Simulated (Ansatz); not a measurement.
Field-gradient calculation of Zr7O16 (charge −3) (part 1 of 3)

The run: field-gradient calculation of Zr7O16 (defect cell, 23 atoms in the cell, total charge −3). Method and program: DFT, PBE, plane waves, PAW, spin-polarised (Ansatz 0.2.0).

The structure derives from an entry of the Crystallography Open Database. Figures and captions count atoms from 1; the log counts them from 0 in places.

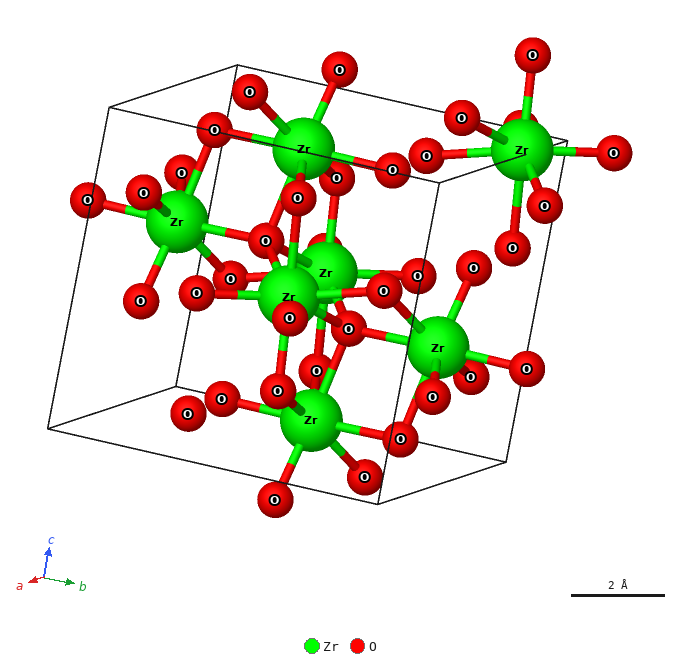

*The structure (ball-and-stick view of the reduced cell, seen slightly off an axis; bonded neighbours outside the cell are drawn too).*

Near neighbours in the crystal (not all of them lie inside the picture): Zr has 7 O at 2.05 to 2.27 Å; O has 4 Zr at 2.15 to 2.27 Å; O has 3 Zr at 2.05 to 2.27 Å; O has 2 Zr at 2.05 to 2.16 Å.

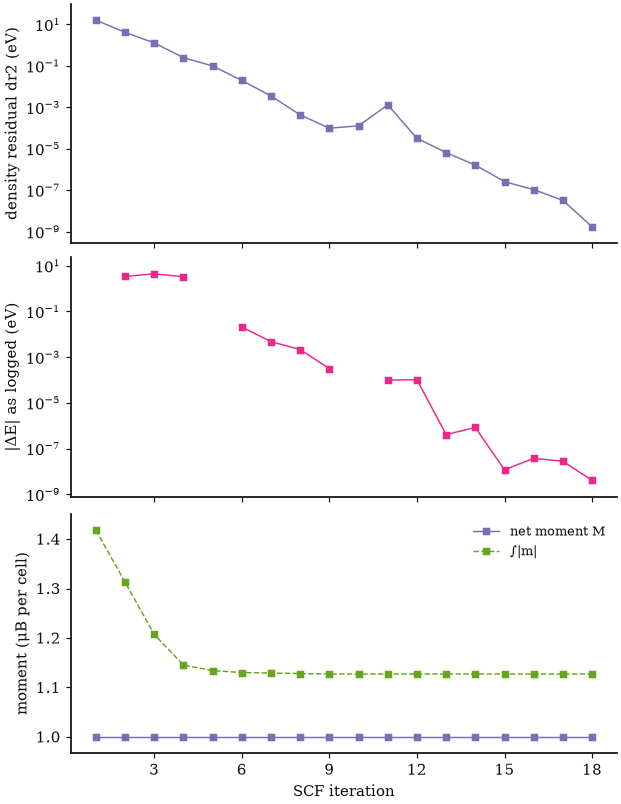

*Convergence of the self-consistent field: density residual dr2, size of the energy change and magnetic moment against the SCF iteration.*

The residual comes down, with one marked jump up, by a factor of about 10, at step 11. The net moment stays at 1.0 μB per cell.

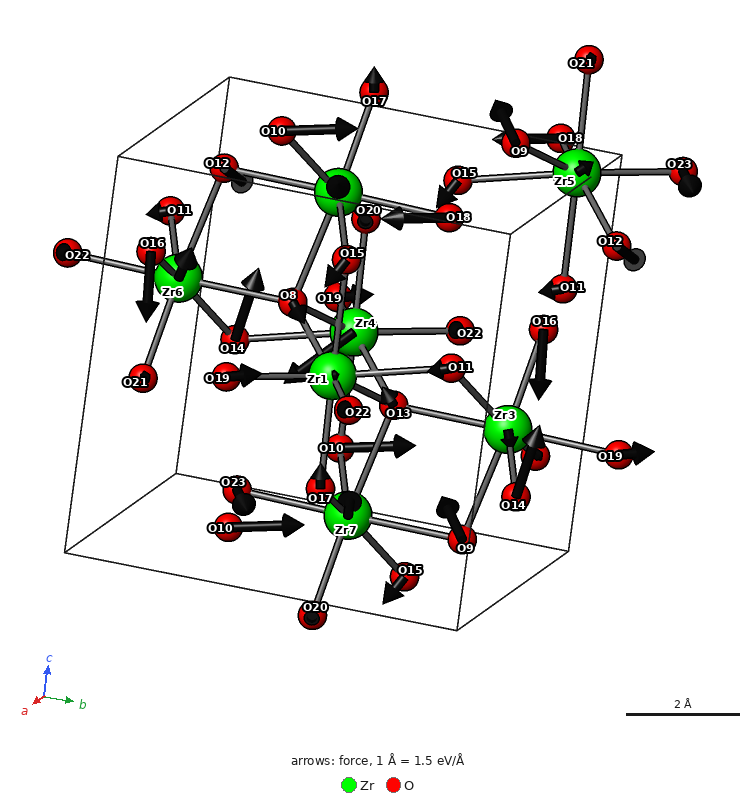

*Forces on the atoms as black arrows (ball-and-stick view of the reduced cell, seen slightly off an axis; bonded neighbours outside the cell are drawn too; atoms are numbered from 1 in the order of the input).*

The largest act on Zr4 (2.41 eV/Å); O14 (2.22 eV/Å); O10 (2.13 eV/Å); O18 (1.98 eV/Å), among others. The geometry is not a stationary point of this energy.

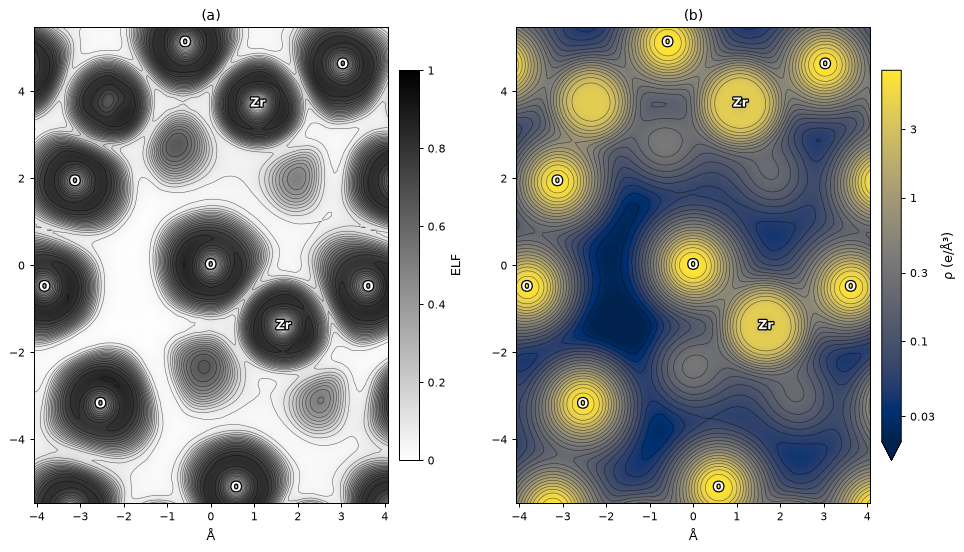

*(a) ELF; (b) valence pseudo-density on the (011̄) plane of the calculation cell.*

Atoms in the plane: Zr and O. Zr–O (2.17 Å): ρ is about 0.58 e/Å³ halfway; the ELF peaks at about 0.80 in the valence shell of O, 0.6 Å from its nucleus, and drops to about 0.20 between the two atoms. Away from the nuclei the density in this plane falls to 0.01 e/Å³ at its lowest. The strong features right at Zr lie inside the PAW spheres (semicore, d or f shells) and say nothing about bonding. In a PAW calculation such maps are meaningful between the atoms, not at the nuclei.

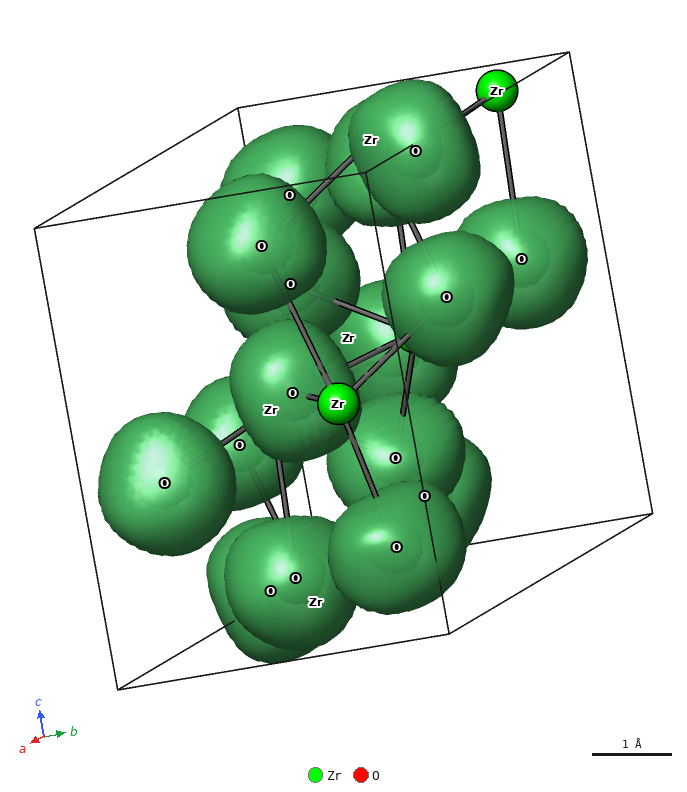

*Isosurface of the electron localisation function at 0.7 (green), seen slightly off an axis. Core shells and regions of very low density are left out. Sticks mark near contacts. The outline is the calculation cell.*

Along the contacts the grid gives the following. Zr–O (2.05 Å): the ELF peaks at about 0.85 in the valence shell of O, 0.6 Å from its nucleus, and drops to about 0.25 between the two atoms. Zr–O (2.15 Å): the ELF peaks at about 0.85 in the valence shell of O, 0.6 Å from its nucleus, and drops to about 0.20 between the two atoms.

These pictures come from the run below.

**Input file**
```yaml
crystal:
  lattice:
    - [-0.8477618041, 5.2023, 5.2551587544]
    - [4.3009381959, 0.0, 5.2551587544]
    - [5.1487, 5.2023, 0.0]
  atoms:
    - { symbol: Zr, position: [0.48625, 0.72275, 0.55345] }
    - { symbol: Zr, position: [0.05345, 0.23755, 0.48625] }
    - { symbol: Zr, position: [0.55345, 0.73755, 0.98625] }
    - { symbol: Zr, position: [0.51375, 0.27725, 0.44655] }
    - { symbol: Zr, position: [0.01375, 0.77725, 0.94655] }
    - { symbol: Zr, position: [0.44655, 0.26245, 0.01375] }
    - { symbol: Zr, position: [0.94655, 0.76245, 0.51375] }
    - { symbol: O, position: [0.39305, 0.08615, 0.36285] }
    - { symbol: O, position: [0.89305, 0.58615, 0.86285], spin: 0.5 }
    - { symbol: O, position: [0.86285, 0.15795, 0.39305], spin: 0.5 }
    - { symbol: O, position: [0.36285, 0.65795, 0.89305] }
    - { symbol: O, position: [0.10695, 0.41385, 0.13715] }
    - { symbol: O, position: [0.60695, 0.91385, 0.63715] }
    - { symbol: O, position: [0.63715, 0.34205, 0.10695], spin: 0.5 }
    - { symbol: O, position: [0.13715, 0.84205, 0.60695] }
    - { symbol: O, position: [0.3042, 0.0421, 0.0273], spin: 0.5 }
    - { symbol: O, position: [0.8042, 0.5421, 0.5273] }
    - { symbol: O, position: [0.0273, 0.1264, 0.8042], spin: 0.5 }
    - { symbol: O, position: [0.5273, 0.6264, 0.3042] }
    - { symbol: O, position: [0.1958, 0.4579, 0.4727] }
    - { symbol: O, position: [0.6958, 0.9579, 0.9727] }
    - { symbol: O, position: [0.4727, 0.3736, 0.6958] }
    - { symbol: O, position: [0.9727, 0.8736, 0.1958], spin: 0.5 }
magnetization:
  spin_polarized: true
total_charge: -3
kpoints:
  mp_grid: { grid: [3, 3, 3] }
scf:
  occupations: { method: methfessel_paxton, width: 0.005 }
hamiltonian:
  xc: pbe
  pseudopotentials: { kind: paw }
output:
  forces: true
  stress: true
  populations: true
  efg:
    quadrupole_moments_barn: { Zr: -0.176, O: -0.02558 }
    contact_densities: true
  write_density: true
  write_potential: true
  elf: true
  volumetric_format: npy
```

Launch command:
```bash
ansatz run input.yaml --threads 1 --pin off --max-ram 3072MiB --backend cpu --events-out ev --progress --plain --runs-dir out
```

**The program's output**
```
Zr: output.efg is read without spin–orbit coupling, which moves field gradients at and beside such atoms by some per cent and up to a factor of two; PAW files take it under magnetization.noncollinear and magnetization.spin_orbit
Engine: ansatz 0.2.0, x86_64-unknown-linux-gnu
Pseudopotentials: kind: paw
Pseudopotential: Zr, paw, valence charge 12, recommended cutoff 420 eV (normal), Zr.paw.azcp
Pseudopotential: O, paw, valence charge 6, recommended cutoff 420 eV (normal), O.paw.azcp
Functional definition: PBE
  parameter kappa = 0.804
  parameter beta = 0.06672455060314922
  exchange = pbe_x(kappa = kappa, mu = beta*pi^2/3)
  correlation = pbe_c(beta = beta)
Crystal: 23 atoms, lattice volume = 281.520 Å³
Basis set: ecut = 420 eV, 5507 PW (Γ), exchange–correlation on 100×96×100 points (8 copies of the dense FFT grid, shifted against one another)
Bands: 116, of which v1, the nominal top of the filled ones, is band 92 counted from 1 (91 counted from 0)
Symmetry: 1 space group operations
Space group: P1 (ITA 1), of the structure as read, at distance tolerance 6.6e-5 Å
Magnetic group: BNS 1.1 (UNI 1), of the structure as read, at distance tolerance 6.6e-5 Å
k-points: 14 of 27 (time reversal used)
Non-local potential: Zr, projectors of the file, l = 0: 3, l = 1: 2, l = 2: 2, l = 3: 2
Non-local potential: O, projectors of the file, l = 0: 2, l = 1: 2, l = 2: 1
PAW form: soft (Blöchl's): semilocal exchange-correlation on the pseudo side does not see the compensation charge
PAW one-centre angular grid: Zr, 590 points (default); XC on 64 Gauss nodes
PAW one-centre angular grid: O, 110 points (default); XC on 64 Gauss nodes
Initial density: superposition of atomic densities (chi_scale 0.1, normalization cell, long waves kept (reshape's long-wave potential 0.17 eV rms))
Starting moments: Σ|m| = 3 μB on 6 of 23 sites
Initial wavefunctions: pseudopotential atomic-orbital guess
Functional: x = pbe(κ = 0.804, μ = 0.2195149727645171), c = pbe(β = 0.06672455060314922)
```
